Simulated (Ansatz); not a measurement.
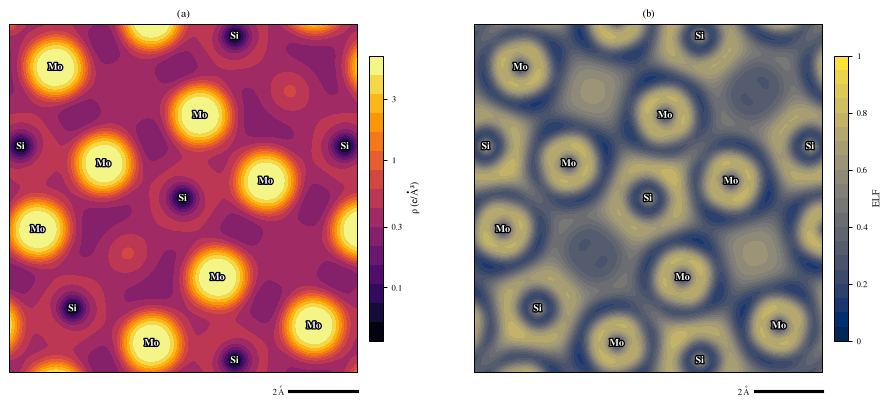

*Si$_{3}$Mo$_{5}$. (a) valence pseudo-density; (b) ELF on the (001) plane of the conventional cell.*

Space group I4/mcm; not relaxed (largest force 0.3 eV/Å); computed without spin polarisation.

Level of theory: Ansatz 0.2.0, DFT r2SCAN, scalar-relativistic, plane waves, PAW.

```
CELL_PARAMETERS angstrom
9.62000 0.00000 0.00000
0.00000 9.62000 0.00000
0.00000 0.00000 4.90000
ATOMIC_POSITIONS crystal
Si 0.00000 0.00000 0.75000
Si 0.50000 0.50000 0.25000
Si 0.00000 0.00000 0.25000
Si 0.50000 0.50000 0.75000
Si 0.67000 0.17000 0.00000
Si 0.17000 0.67000 0.50000
Si 0.33000 0.17000 0.50000
Si 0.83000 0.67000 0.00000
Si 0.33000 0.83000 0.00000
Si 0.83000 0.33000 0.50000
Si 0.17000 0.33000 0.00000
Si 0.67000 0.83000 0.50000
Mo 0.50000 0.00000 0.25000
Mo 0.00000 0.50000 0.75000
Mo 0.00000 0.50000 0.25000
Mo 0.50000 0.00000 0.75000
Mo 0.07400 0.22300 0.50000
Mo 0.57400 0.72300 0.00000
Mo 0.27700 0.57400 0.00000
Mo 0.77700 0.07400 0.50000
Mo 0.42600 0.27700 0.00000
Mo 0.92600 0.77700 0.50000
Mo 0.72300 0.42600 0.00000
Mo 0.22300 0.92600 0.50000
Mo 0.07400 0.77700 0.00000
Mo 0.57400 0.27700 0.50000
Mo 0.27700 0.42600 0.50000
Mo 0.77700 0.92600 0.00000
Mo 0.92600 0.22300 0.00000
Mo 0.42600 0.72300 0.50000
Mo 0.22300 0.07400 0.00000
Mo 0.72300 0.57400 0.50000
```

Q: Read the bonding off the picture.

A:
- The plane passes through Si and Mo nuclei.
- Si–Mo (2.51 Å): ρ is about 0.46 e/Å³ halfway; the ELF peaks at about 0.70 in the valence shell of Si, 0.9 Å from its nucleus, and is about 0.40 at the midpoint.
- Si–Mo (2.56 Å): ρ is about 0.41 e/Å³ halfway; the ELF peaks at about 0.65 in the valence shell of Si, 0.9 Å from its nucleus, and is about 0.35 at the midpoint.
- Mo–Mo (2.76 Å): ρ is about 0.4 e/Å³ halfway; the ELF is about 0.40 at the midpoint.
- Between the atoms the lowest density in this plane is 0.23 e/Å³.
- The features right at Mo lie inside the PAW spheres, where the map follows smoothed inner orbitals and isn't to be read closely.

Q: Does the calculation make it a metal, or give it a gap?

A: It is gapless in this calculation (a metal or semimetal).
